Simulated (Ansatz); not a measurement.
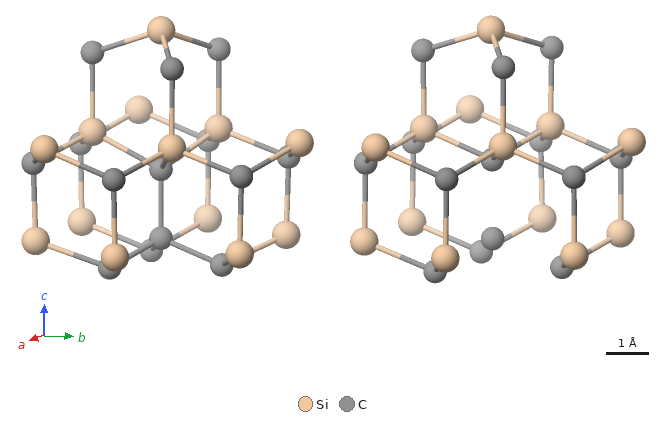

Two geometries of a defect cell of composition Si95C97 (cell charge −1), drawn at one scale. One is the start of a relaxation, the other its converged end. The picture is a ball-and-stick view of the atoms within 4.2 Å of the atom that moves most (axes of the cell of the calculation (origin shifted)), seen slightly off an axis.

These are results of Ansatz, DFT, PBEsol, PAW, plane waves, not measurements. Settings: plane-wave cutoff 420 eV; k-point mesh 1 × 1 × 1; mesh shifted by (0.25, 0.25, 0.25); collinear spin; atoms relaxed in a fixed cell; force threshold 0.03 eV/Å; at most 80 steps.

> Which one is relaxed?

The left one is the relaxed one. The energy falls by 4.300 eV per cell of the calculation in 4 geometry steps. Largest force component: 2.5 eV/Å at the start, 0.012 eV/Å at the end. A C atom moves most: 0.23 Å along −c. Largest moves by element: C 0.23 Å, Si 0.10 Å. The cell stays as it was. Near-neighbour distances that change, for instance: C–C 1.905 → 1.664 Å, C–C 1.873 → 1.658 Å, C–Si 1.950 → 1.883 Å, C–Si 1.866 → 1.927 Å. Bond angles that change, for instance: C–Si–C 108.8° → 114.6°, Si–C–Si 109.6° → 104.0°, Si–C–Si 108.9° → 103.8°. The program noted that the starting moments weren't kept. Cost: 30 s on 1 × NVIDIA GB300 Max-Q with 8 threads of Arm Neoverse-V2, peak memory 2.6 GiB.

Limits of the set-up: the cell is charged, on a uniform background, and energies carry no finite-size correction.
